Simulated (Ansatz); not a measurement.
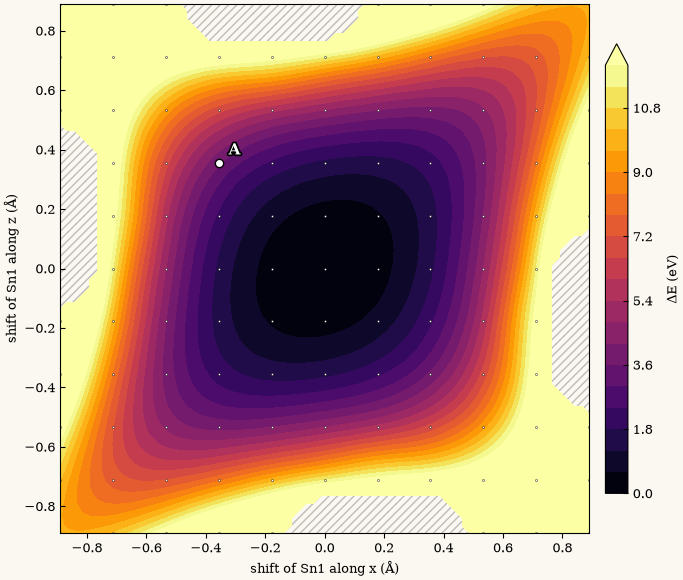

SnO₂ (Fd-3m, No. 227; 12 atoms in the cell). One atom moved over a plane, all else fixed (x, y and z along the cube axes). The first coordinate is: shift of Sn1 along x; the second: shift of Sn1 along z. Nothing is relaxed (all other atoms fixed). The scan uses an 11 × 11 grid; 33 points were computed and 76 follow by symmetry. At 12 points there is no value (left out of the scan, as a rule where atoms come close). Energies: eV per cell, counted from the lowest grid point. The band gap closes in part of the range. Computed with DFT PBE, scalar-relativistic, plane waves, PAW (Ansatz 0.2.0). Settings: cutoff 420 eV, k-mesh 6×6×6, gaussian smearing 0.05 eV, no spin polarisation.

In the figure: filled contours, dots at the grid points, one colour for all values above the top of the scale, hatched blanks where no value was computed, the point A. Between grid points the surface is interpolated.

### Which way does the force act at A, and how strong is it?

A, at shift of Sn1 along x = −0.356 Å, shift of Sn1 along z = 0.356 Å, is not a stationary point. The computed force is 16 eV/Å in the plane, pointing down and right in the picture (components 11.6 and −11.6 eV/Å).

PAW datasets: the set soft_1.
